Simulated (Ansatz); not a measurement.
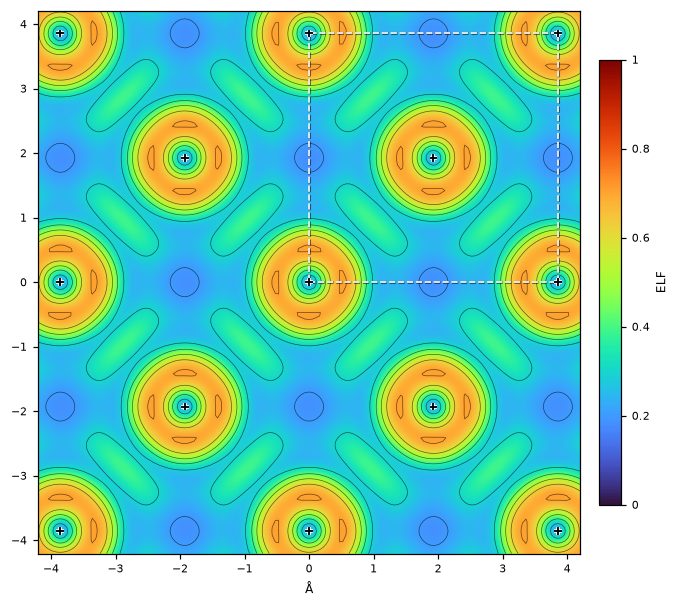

The electron localisation function on a plane through atoms (crosses mark nuclei in the plane).

Computed with DFT PBE, scalar-relativistic, plane waves, PAW in Ansatz.

Candidates:
A. Os, a = 3.86 Å, b = 3.86 Å, c = 3.86 Å, α = 90.00°, β = 90.00°, γ = 90.00°. Space group Fm-3m; a structure from a database of computed crystals, not necessarily the ambient phase; computed without spin polarisation.
B. AlAs, a = 5.73 Å, b = 5.73 Å, c = 5.73 Å, α = 90.00°, β = 90.00°, γ = 90.00°. Space group F-43m.

### Which system is this?

Candidate A: Os on the (010) plane of the conventional cell, which holds Os. Os–Os (2.73 Å): the ELF is about 0.40 at the midpoint.
